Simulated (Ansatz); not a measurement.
**What a change does: geometry relaxation on BN**

System: BN (4 atoms in the cell).
Method of the first run: DFT, PBE-D4, plane waves, PAW, no spin polarisation (Ansatz 0.2.0).

The structure derives from an entry of the Crystallography Open Database. The geometry comes from this level: PBE. Text and figures count atoms from 1; the logs count them from 0 in places.

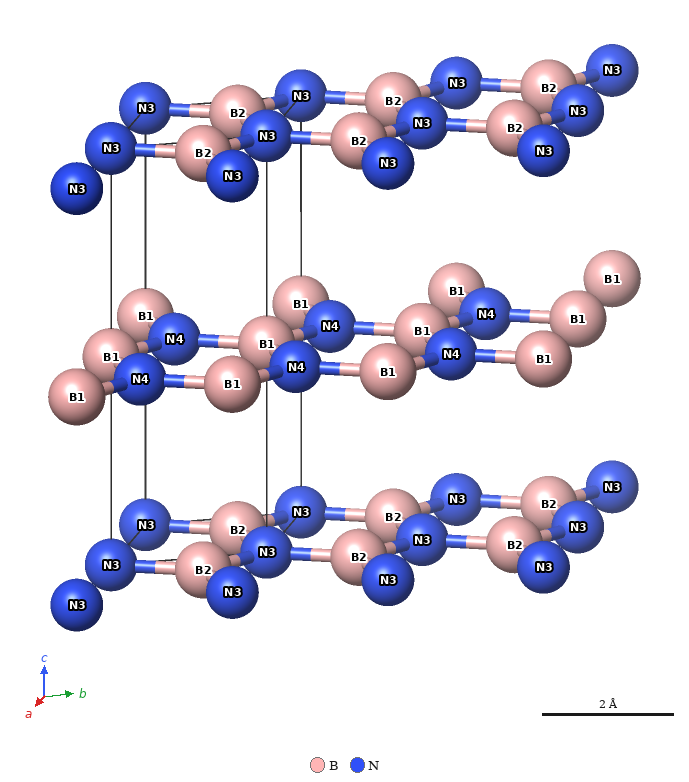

The starting structure (ball-and-stick view of the cell of the calculation, repeated 2 × 3 × 1, seen slightly off an axis; atoms are numbered from 1 in the order of the input). Near neighbours in the crystal (not all of them lie inside the picture): B has 3 N at 1.45 Å; N has 3 B at 1.45 Å.

The input, the first run:
```yaml
crystal:
  lattice:
    - [2.5061233398, 0.0, 0.0]
    - [-1.2530616699, 2.1703664773, 0.0]
    - [0.0, 0.0, 6.5973607121]
  atoms:
    - { symbol: B, position: [0.0, 0.0, 0.5] }
    - { symbol: B, position: [0.3333333333, 0.6666666667, 0.0] }
    - { symbol: "N", position: [0.0, 0.0, 0.0] }
    - { symbol: "N", position: [0.6666666667, 0.3333333333, 0.5] }
kpoints:
  mp_grid: { grid: [12, 12, 4] }
hamiltonian:
  xc: pbe
  dispersion: d4
scf:
  occupations: { method: fermi_dirac, width: 0.02 }
relax:
  f_tol: 0.005
  cell: {}
```

Launched with:
```bash
ansatz run input.yaml --threads 2 --pin off --max-ram 2211MiB --backend cpu --events-out ev --progress --plain --runs-dir out
```

Hardware: 2 threads of an Arm (aarch64) CPU, shared host.

Output, shortened to warnings, some set-up lines, iterations and results (the first run):
```
Basis set: ecut = 420 eV, 713 PW (Γ), exchange–correlation on 36×36×90 points (8 copies of the dense FFT grid, shifted against one another)
Symmetry: 12 space group operations
k-points: 57 of 576 (time reversal used)
Initial density: superposition of atomic densities (neutral atoms: chi_scale 0, normalization atom), corrected by the library's trained network
[...]
SCF iter   1: F=—  HF=-1085.450325 eV  |F-HF|=—  |Δ(HF+E_count)|=         —  Δρ=1.78e-3  dr2=4.67e-4  ethr=1.77e-3  ⟨swp⟩=6.1  Hψ=4209  notcnv=0
SCF iter   2: F=—  HF=-1085.451417 eV  |F-HF|=—  |Δ(HF+E_count)|=   1.09e-3  Δρ=8.54e-4  dr2=7.72e-5  ethr=2.92e-6  ⟨swp⟩=2.0  Hψ=1759  notcnv=0
SCF iter   3: F=—  HF=-1085.451700 eV  |F-HF|=—  |Δ(HF+E_count)|=   2.84e-4  Δρ=4.29e-4  dr2=1.45e-5  ethr=4.83e-7  ⟨swp⟩=2.0  Hψ=1180  notcnv=0
SCF iter   4: F=—  HF=-1085.451824 eV  |F-HF|=—  |Δ(HF+E_count)|=   1.24e-4  Δρ=3.65e-5  dr2=1.87e-7  ethr=9.07e-8  ⟨swp⟩=2.0  Hψ=1226  notcnv=0
SCF iter   5: F=-1085.451825 eV  HF=-1085.451825 eV  |F-HF|=8.82e-9  |Δ(HF+E_count)|=   9.73e-7  Δρ=1.46e-5  dr2=5.26e-8  ethr=1.17e-9  ⟨swp⟩=2.0  Hψ=1134  notcnv=0
[... 30 lines ...]
SCF iter   2: F=—  HF=-1085.452301 eV  |F-HF|=—  |Δ(HF+E_count)|=   7.08e-6  Δρ=7.22e-6  dr2=3.24e-9  ethr=7.21e-11  ⟨swp⟩=2.3  Hψ=1174  notcnv=0
SCF iter   3: F=—  HF=-1085.452301 eV  |F-HF|=—  |Δ(HF+E_count)|=   1.11e-8  Δρ=3.35e-6  dr2=4.84e-10  ethr=2.02e-11  ⟨swp⟩=2.0  Hψ=1028  notcnv=0
SCF iter   4: F=-1085.452301 eV  HF=-1085.452301 eV  |F-HF|=1.86e-11  |Δ(HF+E_count)|=   3.47e-9  Δρ=2.79e-7  dr2=1.16e-11  ethr=1.00e-12  ⟨swp⟩=3.0  Hψ=2919  notcnv=0
SCF 6 converged in 4 iterations: F = -1085.452301 eV  dr2 = 1.16e-11
relax step   6: F+E_penalty+E_count = -1085.45230143 eV  Δ(F+E_penalty+E_count) = +2.615e-4 eV  max|allowed force component| = 5.898e-16 eV/Å  Δτ_max = 0.0000 Å  P = -0.019 …
basis re-selected at this cell: Δ(F+E_penalty+E_count) = +2.615e-4 eV, ΔP = -0.006 GPa vs the last step (what re-selecting the basis moved, of the pressure what is left beyond the Pulay correction that the steps carried, after the strain that the cell walked since its last selection, with what the …
SCF converged after 4 iterations
Free energy (F): -1085.452301 eV
Harris-Foulkes:  -1085.452301 eV  (|F-HF|=1.86e-11)
Internal energy: -1085.452301 eV  (E = F + TS)
E sigma→0 (E₀):  -1085.452301 eV
Fermi energy:    7.133725 eV
--- Per-component energies (eV) ---
  E_band       = -35.423113
  E_kinetic    = 366.616020
  E_local      = -675.679840  (includes V_loc(G=0)·N_el)
  E_nonlocal   = 115.593191
  E_hartree    = 216.234005
  E_xc         = -184.387795
  E_vxc        = -228.771338  (∫ρ·V_xc dr)
  E_paw        = -413.603901  (= ΣΔE_a)
  E_vpaw       = -45.649419  (= ΣTr[D̂ρ^β])
  E_aug_tail   = 0.000200  (compensation charges beyond the density's cutoff)
  E_ewald      = -509.570116
  E_disp       = -0.654066  (pairwise vdW)
  E_smearing   = -0.000000  (= −TS)
  E_closure    = -0.000000  (closes the sum)
  Σ components = -1085.452301   (vs F -1085.452301, Δ=0.00e0)
--- Forces (eV/Å), atoms counted from 1 ---
  atom   1  B      0.00000000     0.00000000    -0.00000000
  atom   2  B      0.00000000     0.00000000    -0.00000000
  atom   3  N      0.00000000    -0.00000000     0.00000000
  atom   4  N      0.00000000    -0.00000000     0.00000000
  max |Σ_I F_I| component: 1.80e-15 eV/Å
--- Stress (GPa, compression-positive) ---
       -0.023797       0.000000      -0.000000
       -0.000000      -0.023797       0.000000
       -0.000000       0.000000      -0.010562
  P = ⅓ Tr σ = -0.0194 GPa (-0.194 kbar)
--- Relaxed structure (4 steps of the walk, 4 accepted, 2 SCFs on fresh bases) ---
  F+E_penalty+E_count = -1085.45230143 eV   max|allowed force component| = 5.898e-16 eV/Å   (the final SCF, on the basis selected at the relaxed cell)
  cell:  # Å, volume = 35.5437 Å³
    - [2.5067059299821755, 4.877752469226104e-35, 0.0]
    - [-1.2533529649910877, 2.1708710151816604, 0.0]
    - [0.0, 0.0, 6.5316843127086095]
  atoms:
    - { symbol: B, position: [3.860553717595119e-32, 9.524496570528097e-32, 0.5] }
    - { symbol: B, position: [0.33333333333333326, 0.6666666666666667, 0.0] }
[...]
```

The input of the second run differs as follows (lines with − go, lines with + come):
```diff
-  xc: pbe
-  dispersion: d4
+  xc: r2scan
+  dispersion: rvv10
```

What does this change do to the results?

The total energies belong to different models, so their difference says nothing on which is more stable or more accurate. The volume per atom goes from 8.89 to 8.80 Å³. The functional changes from PBE to r2SCAN. The SCF takes 21 iterations over all geometry steps against 28. The default cutoff goes from 420 to 500 eV with the change.

Output, shortened to warnings, some set-up lines, iterations and results (the second run):
```
Basis set: ecut = 500 eV, 883 PW (Γ), exchange–correlation on 96×96×216 points (64 copies of the dense FFT grid, shifted against one another)
Symmetry: 12 space group operations
k-points: 57 of 576 (time reversal used)
Initial density: superposition of atomic densities (neutral atoms: chi_scale 0, normalization atom), corrected by the library's trained network
[...]
SCF iter   1: F=—  HF=-1087.409535 eV  |F-HF|=—  |Δ(HF+E_count)|=         —  Δρ=8.14e-3  dr2=1.64e-2  dr2_τ=6.72e-1  ethr=1.77e-3  ⟨swp⟩=6.3  Hψ=4347  notcnv=0
SCF iter   2: F=—  HF=-1087.539957 eV  |F-HF|=—  |Δ(HF+E_count)|=   1.30e-1  Δρ=5.11e-3  dr2=4.51e-3  dr2_τ=1.89e-4  ethr=1.02e-4  ⟨swp⟩=2.7  Hψ=1906  notcnv=0
SCF iter   3: F=—  HF=-1087.539497 eV  |F-HF|=—  |Δ(HF+E_count)|=   4.60e-4  Δρ=9.30e-4  dr2=2.06e-4  dr2_τ=7.11e-5  ethr=2.82e-5  ⟨swp⟩=2.4  Hψ=1320  notcnv=0
SCF iter   4: F=—  HF=-1087.539477 eV  |F-HF|=—  |Δ(HF+E_count)|=   1.93e-5  Δρ=3.09e-4  dr2=2.64e-5  dr2_τ=2.85e-6  ethr=1.29e-6  ⟨swp⟩=2.0  Hψ=1066  notcnv=0
SCF iter   5: F=—  HF=-1087.539475 eV  |F-HF|=—  |Δ(HF+E_count)|=   2.66e-6  Δρ=1.25e-4  dr2=3.89e-6  dr2_τ=3.35e-7  ethr=1.65e-7  ⟨swp⟩=2.0  Hψ=1114  notcnv=0
[... 19 lines ...]
SCF iter   3: F=—  HF=-1087.541617 eV  |F-HF|=—  |Δ(HF+E_count)|=   1.12e-7  Δρ=8.23e-6  dr2=1.17e-8  dr2_τ=3.88e-9  ethr=3.19e-10  ⟨swp⟩=2.0  Hψ=1140  notcnv=0
SCF iter   4: F=—  HF=-1087.541617 eV  |F-HF|=—  |Δ(HF+E_count)|=   1.31e-9  Δρ=5.86e-7  dr2=4.12e-11  dr2_τ=8.93e-12  ethr=7.34e-11  ⟨swp⟩=2.4  Hψ=1120  notcnv=0
SCF iter   5: F=-1087.541617 eV  HF=-1087.541617 eV  |F-HF|=9.09e-13  |Δ(HF+E_count)|=  7.25e-11  Δρ=1.36e-7  dr2=2.96e-12  dr2_τ=1.13e-12  ethr=1.00e-12  ⟨swp⟩=4.2  Hψ=2295  …
SCF 4 converged in 5 iterations: F = -1087.541617 eV  dr2 = 2.96e-12
relax step   4: F+E_penalty+E_count = -1087.54161748 eV  Δ(F+E_penalty+E_count) = +1.888e-4 eV  max|allowed force component| = 3.770e-16 eV/Å  Δτ_max = 0.0000 Å  P = +0.007 …
basis re-selected at this cell: Δ(F+E_penalty+E_count) = +1.888e-4 eV, ΔP = -0.003 GPa vs the last step (what re-selecting the basis moved, of the pressure what is left beyond the Pulay correction that the steps carried, after the strain that the cell walked since its last selection, with what the …
SCF converged after 5 iterations
Free energy (F): -1087.541617 eV
Harris-Foulkes:  -1087.541617 eV  (|F-HF|=9.09e-13)
Internal energy: -1087.541617 eV  (E = F + TS)
E sigma→0 (E₀):  -1087.541617 eV
Fermi energy:    7.200265 eV
--- Per-component energies (eV) ---
  E_band       = -44.204302
  E_kinetic    = 367.282503
  E_local      = -671.349076  (includes V_loc(G=0)·N_el)
  E_nonlocal   = 114.110512
  E_hartree    = 215.273091
  E_xc         = -181.365983
  E_vxc        = -252.174751  (∫ρ·V_xc dr)
  E_paw        = -419.658749  (= ΣΔE_a)
  E_vpaw       = -47.026265  (= ΣTr[D̂ρ^β])
  E_aug_tail   = 0.000028  (compensation charges beyond the density's cutoff)
  E_vtau       = 14.406589  (kinetic-family band-sum trace: ∫τ·v_τ [+ j·A + Jᵃ·Aᵃ] dr)
  E_ewald      = -511.737929
  E_core_change = -0.096013  (= ΣΔE_core)
  E_smearing   = -0.000000  (= −TS)
  E_closure    = -0.000000  (closes the sum)
  Σ components = -1087.541617   (vs F -1087.541617, Δ=0.00e0)
--- Forces (eV/Å), atoms counted from 1 ---
  atom   1  B      0.00000000     0.00000000     0.00000000
  atom   2  B     -0.00000000     0.00000000     0.00000000
  atom   3  N      0.00000000    -0.00000000     0.00000000
  atom   4  N      0.00000000    -0.00000000     0.00000000
  max |Σ_I F_I| component: 8.60e-16 eV/Å
--- Stress (GPa, compression-positive) ---
        0.006109       0.000000       0.000000
        0.000000       0.006109       0.000000
        0.000000       0.000000       0.008221
  P = ⅓ Tr σ = 0.0068 GPa (0.068 kbar)
--- Relaxed structure (3 steps of the walk, 3 accepted, 1 SCFs on fresh bases) ---
  F+E_penalty+E_count = -1087.54161748 eV   max|allowed force component| = 3.770e-16 eV/Å   (the final SCF, on the basis selected at the relaxed cell)
  cell:  # Å, volume = 35.2170 Å³
    - [2.500214557589657, 0.0, 0.0]
    - [-1.2501072787948284, 2.1652493217843145, 0.0]
    - [0.0, 0.0, 6.505299934027649]
  atoms:
    - { symbol: B, position: [-2.1609487353684007e-32, -3.5021751364923194e-32, 0.5] }
[...]
```

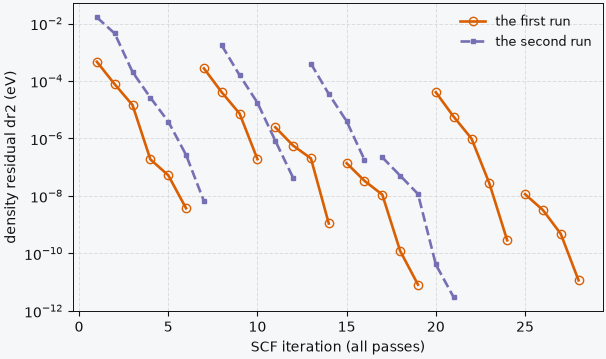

Convergence of the two runs: density residual dr2 against the SCF iteration. A break in a curve parts two SCF passes. The first run takes 28 iterations in all, and the second run takes 21.

The two runs side by side:

| quantity | the first run | the second run |
| --- | --- | --- |
| outcome | converged | converged |
| free energy per atom (eV) | −271.3631 | −271.8854 |
| pressure (GPa) | −0.02 | 0.01 |
| volume per atom (Å³) | 8.89 | 8.80 |
| largest force (eV/Å) | 0.000 | 0.000 |
| SCF iterations | 28 | 21 |
| irreducible k-points | 57 | 57 |
| wall time (shared host) | 15 s | 24 s |
